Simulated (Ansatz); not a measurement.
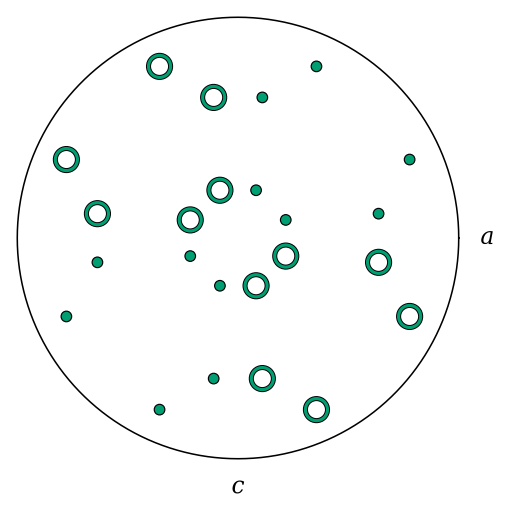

Stereographic projection: filled dots lie in the upper hemisphere, open rings in the lower. The b axis points at the viewer. The poles are all faces of one general form. Computed from the symmetry operations of a computed or model structure of composition BAs, which need not be its known form.

**Identify the point group and its elements.**

-43m (Td), order 24, cubic system: three −4 axes, four threefold axes, six mirror planes.

**Can such a crystal be piezoelectric, pyroelectric or chiral?**

It is not centrosymmetric; not polar, but piezoelectricity is allowed; it is not chiral.
